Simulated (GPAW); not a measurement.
System: Te₂Mo, space group P6_3/mmc (No. 194).

The given structure:
```cif
data_structure
_symmetry_space_group_name_H-M 'P 1'
_symmetry_Int_Tables_number 1
_cell_length_a 3.5182
_cell_length_b 3.5182
_cell_length_c 13.9736
_cell_angle_alpha 90.000
_cell_angle_beta 90.000
_cell_angle_gamma 120.000
_cell_volume 149.79
loop_
_atom_site_label
_atom_site_type_symbol
_atom_site_fract_x
_atom_site_fract_y
_atom_site_fract_z
_atom_site_occupancy
Te1 Te 0.66667 0.33333 0.37900 1
Te2 Te 0.33333 0.66667 0.87900 1
Te3 Te 0.66667 0.33333 0.12100 1
Te4 Te 0.33333 0.66667 0.62100 1
Mo1 Mo 0.66667 0.33333 0.75000 1
Mo2 Mo 0.33333 0.66667 0.25000 1
```

Calculation (GPAW 26.7.0): PAW DFT in plane waves, on a grid or in atomic orbitals, no spin polarisation; energies at scaled volumes of the given cell, shape and fractions fixed, counted from the fit's minimum, third-order Birch-Murnaghan fit. Level: optPBE-vdW.

k mesh 5×5×2; occupations Fermi–Dirac; smearing width 0.05 eV; potentials GPAW PAW data sets (gpaw data 1.2.1); wave cutoff 600 eV; program settings basis pw.

What does the calculation give for the energy against volume? The volume takes the values 23.47, 23.97, 24.47, 24.96, 25.46, 25.96, 26.46 Å³/atom.

A third-order Birch–Murnaghan fit gives V0 = 26.18 Å³/atom, B0 = 89.5 GPa and B′ = 4.3. The energy is 95.26 meV/atom at volume 23.47 Å³/atom and 0.83 meV/atom at 26.46 Å³/atom; the lowest computed point is at volume 25.96 Å³/atom (0.52 meV/atom), and no other minimum shows.

```csv
volume (Å³/atom),energy (meV/atom)
23.47,95.26
23.97,61.13
24.47,35.34
24.96,17.13
25.46,5.74
25.96,0.52
26.46,0.83
```

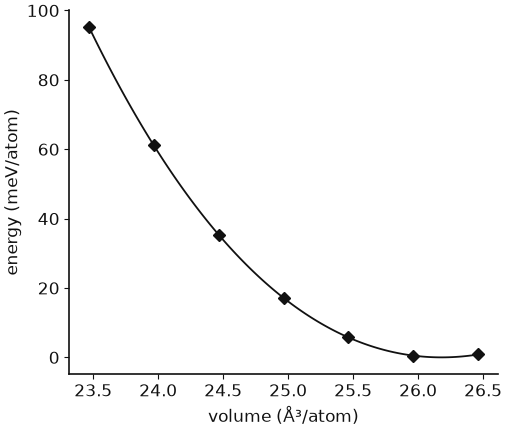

Caveats: coarse k mesh; shape and atomic fractions are frozen while scaling, which makes layered, chain and framework solids too stiff.
